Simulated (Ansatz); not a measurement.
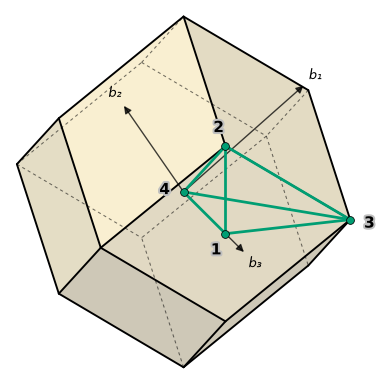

For Ni, the input geometry of an electronic-structure calculation (not necessarily at equilibrium); the starting structure was generated, so it need not be a known form of this composition: the first Brillouin zone of a body-centred cubic lattice (cI; extended symbol cI1) is drawn with its special points numbered. All values are computed from the atomic coordinates in the standard setting (tolerance 0.002 Å).

a = 2.765 Å, b = 2.765 Å, c = 2.765 Å, α = 90.00°, β = 90.00°, γ = 90.00°.

Labels and path follow the convention of Hinuma et al. (2017), as computed by seekpath; the arrows show the directions of the reciprocal primitive vectors b₁, b₂, b₃, in which coordinates are given.

Which special point is each number?

```json
{"no.": "1", "label": "N", "coordinates": "(0, 0, 1/2)"}
{"no.": "2", "label": "P", "coordinates": "(1/4, 1/4, 1/4)"}
{"no.": "3", "label": "H", "coordinates": "(1/2, −1/2, 1/2)"}
{"no.": "4", "label": "Γ", "coordinates": "(0, 0, 0)"}
```
